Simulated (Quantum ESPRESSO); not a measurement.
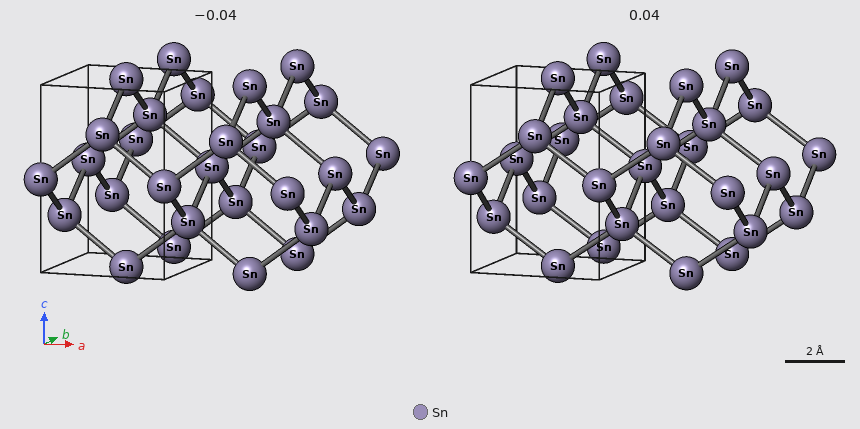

Crystalline Sn (set up in Imma), held at several strains, with the atoms relaxed (per unit of the tabulated number the cell is strained by 0.5 along a, −0.5 along b). The picture shows the first and the last member. A ball-and-stick model of the conventional cell (2 times the calculation's cell), repeated 2 × 2 × 1 with one cell outlined, seen slightly off an axis. Lengths and directions refer to the drawn axes.

Computed with Quantum ESPRESSO 7.5: PBEsol, GBRV 1.5 PBEsol. Set-up: plane-wave cutoff 925.2 eV; k-point mesh 7 × 7 × 7; occupations fermi-dirac; smearing width 0.05 eV; no spin polarisation.

```csv
strain,energy (meV/atom)
−0.04,3.87
−0.02,?
−0.01,0.25
0,0.00
0.01,0.25
0.02,0.99
0.04,3.87
```

### One row is withheld. What does the calculation give there?

A parabola through three neighbouring rows (−0.04, −0.01, 0) gives, with Lagrange weights, (0.1667)(3.87) + (1.3333)(0.25) + (−0.5000)(0.00) = 0.98 meV/atom. The calculation gives 0.99 meV/atom. The estimate is 0.01 meV/atom too low. From the first member to the last: Sn–Sn 2.809 → 2.793 Å, Sn–Sn 2.793 → 2.809 Å.

The whole series:

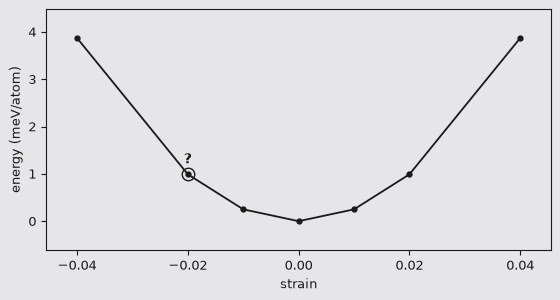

Each member starts from this one structure; whether another phase lies lower wasn't checked.
